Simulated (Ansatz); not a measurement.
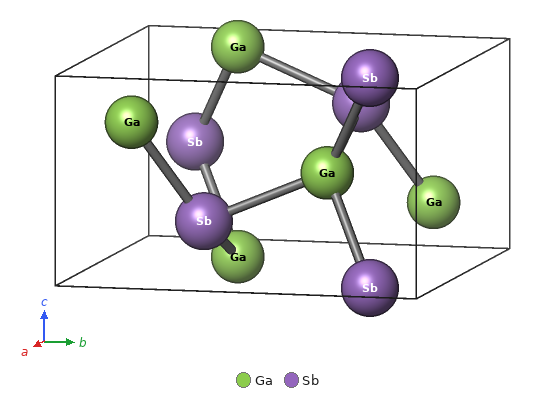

Structure drawing (ball-and-stick), viewed slightly off an axis. Atoms at the boundary of the conventional unit cell (the box) are drawn once for each face, edge or corner they touch. Cell: a = 7.46 Å, b = 7.46 Å, c = 4.24 Å, α = 90.00°, β = 90.00°, γ = 90.00°.

Starting structure: a structure type filled with these elements by a generator (whether the compound takes this form wasn't checked). Earlier steps of the study may have refined or changed the cell and positions. Ansatz was used for an electronic-structure calculation on it.

Describe the arrangement of the atoms.

It has the composition GaSb. It is primitive tetragonal, space group P4_12_12 (No. 92). One cell contains 4 Ga, 4 Sb, 8 atoms in all. Each Ga has four Sb at about 2.7 Å. Sb is linked to four Ga at about 2.7 Å. The bonds build a three-dimensional framework.

Setup: DFT PBE, scalar-relativistic, plane waves, PAW (Ansatz); E_cut = 420 eV, k-point mesh 6×6×10, Gaussian smearing of 0.1 eV, no spin polarisation.

Does it come out as a metal, or with a gap?

A metal: bands cross the Fermi level.

How charged are the atoms, by the Bader scheme?

Ga +0.29 e; Sb -0.29 e.

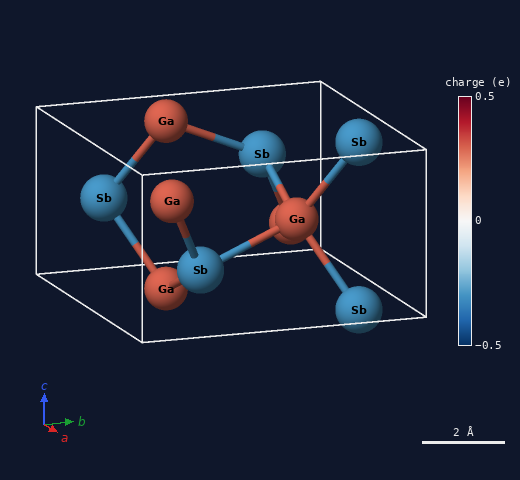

The atoms coloured by those charges. The run's cell of 8 atoms is drawn.

Is the structure in equilibrium?

Yes. All forces vanish to within 0.01 eV/Å. The pressure is 0.0 GPa, close to zero.
